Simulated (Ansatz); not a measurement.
System: As.

Input

```
crystal:
  lattice:
    - [2.044227535, 0.990312393, 3.48577]
    - [-2.044227535, 0.990312393, 3.48577]
    - [0.0, -1.9806247859, 3.48577]
  atoms:
    - { symbol: As, position: [0.22754, 0.22754, 0.22754] }
    - { symbol: As, position: [0.77246, 0.77246, 0.77246] }
basis:
  ecutwfc: 420
kpoints:
  mp_grid: { grid: [18, 18, 18] }
hamiltonian:
  xc: pbe
scf:
  occupations: { method: gaussian, width: 0.15 }
output:
  forces: true
  stress: true
  eigenvalues: true
  write_density: true
  write_potential: true
  elf: true
  volumetric_format: npy
```

Command:

```sh
ansatz run input.yaml --threads 1 --pin off --max-ram 2560MiB --backend cpu --events-out ev --progress --plain --runs-dir out
```

Below, planes, directions and counts refer to the conventional cell (a = 5.94 Å, b = 4.09 Å, c = 4.01 Å, α = 90.00°, β = 119.61°, γ = 90.00°).

Space group C2/m; changed on purpose from its base cell (strain +0.0875 x Voigt [1, -1, 0, 0, 0, 0], atoms carried along); not relaxed (largest force 0.9 eV/Å); computed pressure about 5 GPa in this cell.

Level of theory: Ansatz 0.2.0, DFT PBE, scalar-relativistic, plane waves, PAW.

**What can the converged valence pseudo-density and electron localisation function tell about the bonding?**

As–As (2.35 Å): the density is about 0.65 e/Å³ at the midpoint; the ELF peaks at about 0.75 between the atoms.

**Does the calculation give a band gap?**

It is gapless in this calculation (a metal or semimetal).

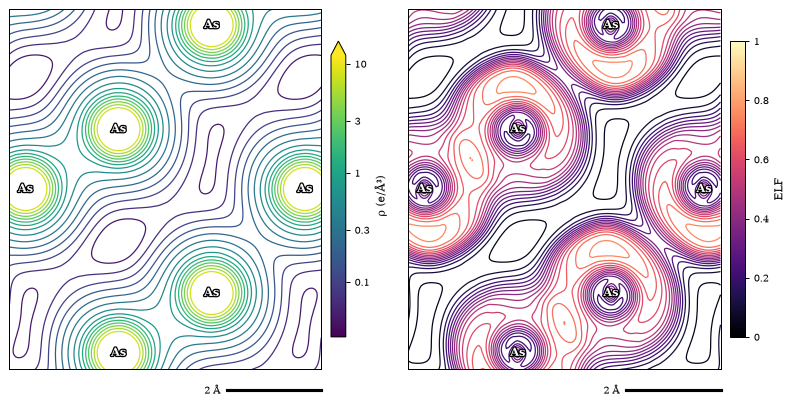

Computed valence pseudo-density and electron localisation function on the (010) plane of the conventional cell, in this order. 
